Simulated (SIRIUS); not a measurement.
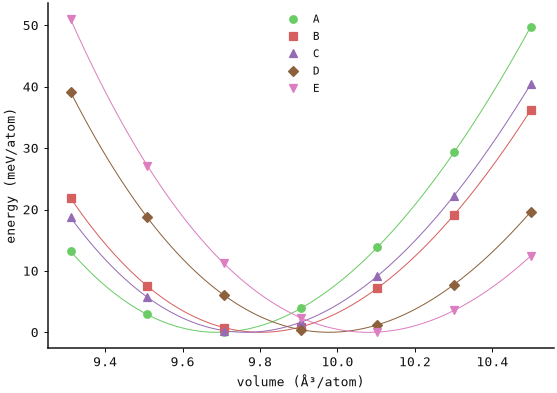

The plot gives the computed energy against volume, with one curve for each functional, for HfB₂ (space group P6/mmm). The labels are replaced by letters. In alphabetical order the cases are: AM05; LDA; PBE; PBEsol; RPBE.

How it was computed, with SIRIUS 7.10.0: plane-wave DFT, no spin polarisation; energies at scaled volumes of the given cell, shape and fractions fixed, counted from the fit's minimum, third-order Birch-Murnaghan fit. All runs: no spin polarisation.

- k mesh: 5×5×4
- occupations: Fermi–Dirac
- smearing width: 0.05 eV
- potentials: dojo sr pbe 0.4.1 standard
- wave cutoff: 1054 eV
- density cutoff: 4214 eV

> Which letter stands for which functional?

A: LDA; B: PBEsol; C: AM05; D: PBE; E: RPBE.

Caveats: coarse k mesh; shape and atomic fractions are frozen while scaling, which makes layered, chain and framework solids too stiff.
